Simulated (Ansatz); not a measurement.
Consider Ga3Sb.

Input

```
crystal:
  lattice:
    - [-5.6302780106, 0.0, 0.0]
    - [0.0, 0.0, 5.6302780106]
    - [0.0, 5.6302780106, 0.0]
  atoms:
    - { symbol: Ga, position: [0.5, 0.0, 0.0] }
    - { symbol: Sb, position: [0.5, 0.5, 0.0] }
    - { symbol: Ga, position: [0.5, 0.0, 0.5] }
    - { symbol: Ga, position: [0.5, 0.5, 0.5] }
    - { symbol: Ga, position: [0.0, 0.0, 0.0] }
    - { symbol: Ga, position: [0.0, 0.5, 0.0] }
    - { symbol: Sb, position: [0.0, 0.0, 0.5] }
    - { symbol: Ga, position: [0.0, 0.5, 0.5] }
basis:
  ecutwfc: 420
kpoints:
  mp_grid: { grid: [6, 6, 6] }
hamiltonian:
  xc: pbe
scf:
  occupations: { method: gaussian, width: 0.1 }
output:
  forces: true
  stress: true
  eigenvalues: true
  write_density: true
  write_potential: true
  elf: true
  volumetric_format: npy
relax:
  adjacent_minimum: "off"
  f_tol: 0.015
  max_steps: 60
  cell: { stress_tol: 0.15 }
```

Command:

```sh
ansatz run input.yaml --threads 1 --pin off --max-ram 2560MiB --backend cpu --events-out ev --progress --plain --runs-dir out
```

Below, planes, directions and counts refer to the conventional cell (a = 5.65 Å, b = 5.65 Å, c = 5.65 Å, α = 90.00°, β = 90.00°, γ = 90.00°).

The fields are those of the relaxed geometry.

Space group Im-3m.

All numbers below come from DFT PBE, scalar-relativistic, plane waves, PAW (Ansatz).

> Predict the valence pseudo-density and electron localisation function between the atoms.

Ga–Sb (2.83 Å): ρ at the midpoint is about 0.3 e/Å³; the ELF reaches about 0.55 near the midpoint.
Ga–Ga (2.83 Å): the density is about 0.21 e/Å³ at the midpoint; the ELF is about 0.45 at the midpoint.

> Does the calculation make it a metal, or give it a gap?

It is metallic or semimetallic at this level of theory: no gap opens.

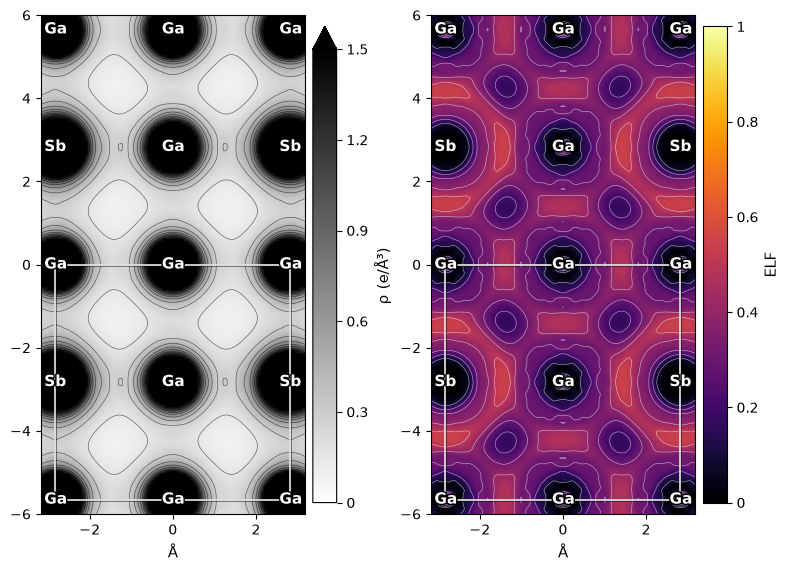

Computed valence pseudo-density and electron localisation function on the (100) plane of the conventional cell, in this order. 

In a PAW calculation such maps are meaningful between the atoms, not at the nuclei.
